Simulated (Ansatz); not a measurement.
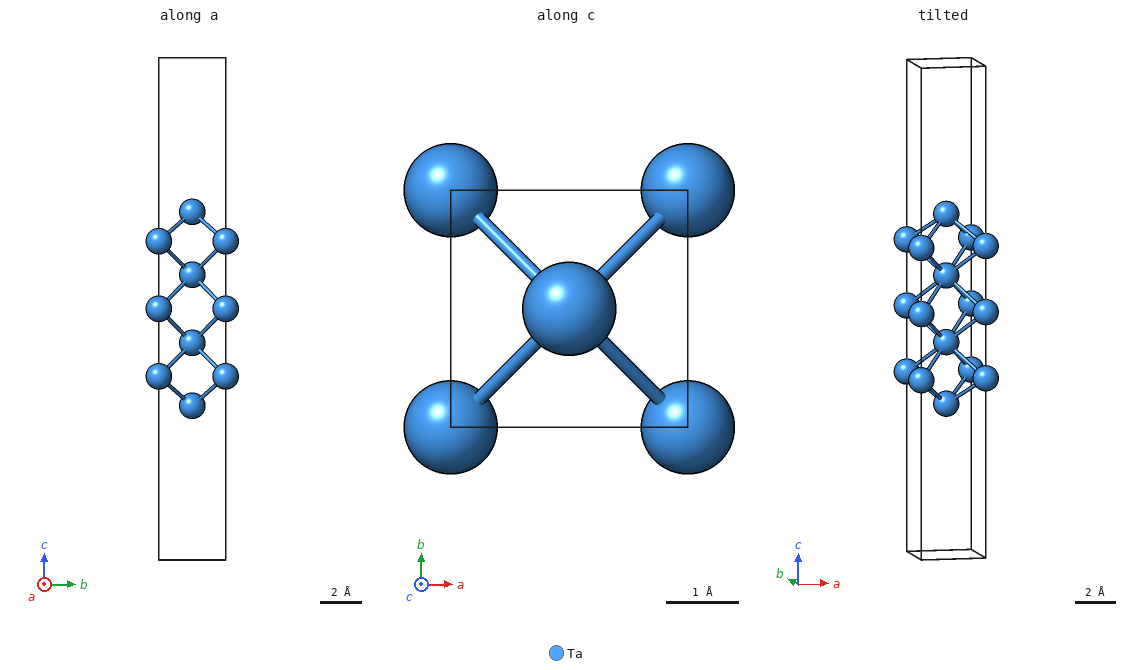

The figure gives a ball-and-stick picture of the atoms, viewed along the a axis, along the c axis and slightly off an axis. The lines enclose the simulation cell; boundary atoms appear with their images. Cell: a = 3.319 Å, b = 3.319 Å, c = 24.957 Å, α = 90.00°, β = 90.00°, γ = 90.00°.

Describe the arrangement of the atoms.

- The element is tantalum.
- The cell holds seven atoms.
- Coordination numbers (contacts within bonding distance): Ta 4 to 8 (mean 6.9). Not all metal-metal contacts are counted.

Starting structure: the standard structure of this element; a slab was cut from it. The atoms were relaxed in a fixed cell with DFT PBE, scalar-relativistic, plane waves, PAW (Ansatz).
